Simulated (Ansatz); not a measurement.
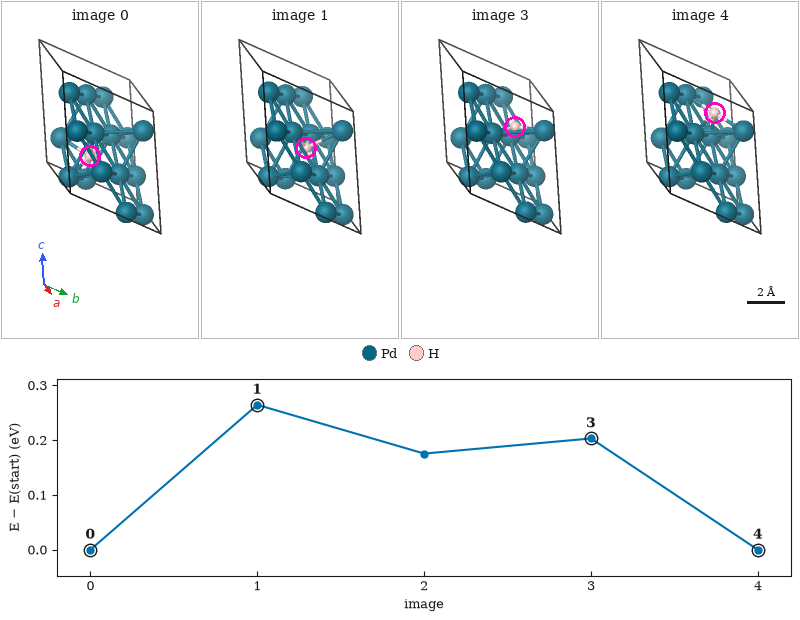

A nudged-elastic-band calculation for a defect cell of composition HPd$_{16}$ (17 atoms in the cell). Images are numbered from 0 (start) to 4 (end). The picture is a ball-and-stick view of the simulation cell (origin moved), seen slightly off an axis. The moving atom is ringed, with any periodic copies. Bonds to atoms that aren't drawn are left out.

Computed with DFT LDA, scalar-relativistic, plane waves, PAW (Ansatz 0.2.0). Settings: plane-wave cutoff 420 eV; k-point mesh 4 × 4 × 4; Gaussian smearing 0.1 eV; 3 movable images; climbing image.

> What happens along the path, and what is the barrier?

The two ends have the same energy, and the highest point, image 1, lies 0.264 eV above the start. The profile has 2 maxima (images 1, 3) with a dip at image 2 (+0.175 eV), so the process runs in steps. The path has more than one stage, and so few images may leave a stage unresolved. The H atom travels furthest, 2.71 Å from end to end, along [1 1 2], on a path that bends up to 0.88 Å away from the straight line. At the highest image its nearest neighbour (Pd) is 1.67 Å away, against 1.93 Å at the start, and the surrounding atoms stand up to 0.11 Å off the mean of their end positions. The band converged in 15 iterations. The largest component of the band force went from 4.1 to 0.015 eV/Å. The climbing image converged on the top of the path. Its curvatures weren't checked.

Limits of the set-up: the periodic images lie only 6.6 Å apart, so the values are limited by the cell's size.
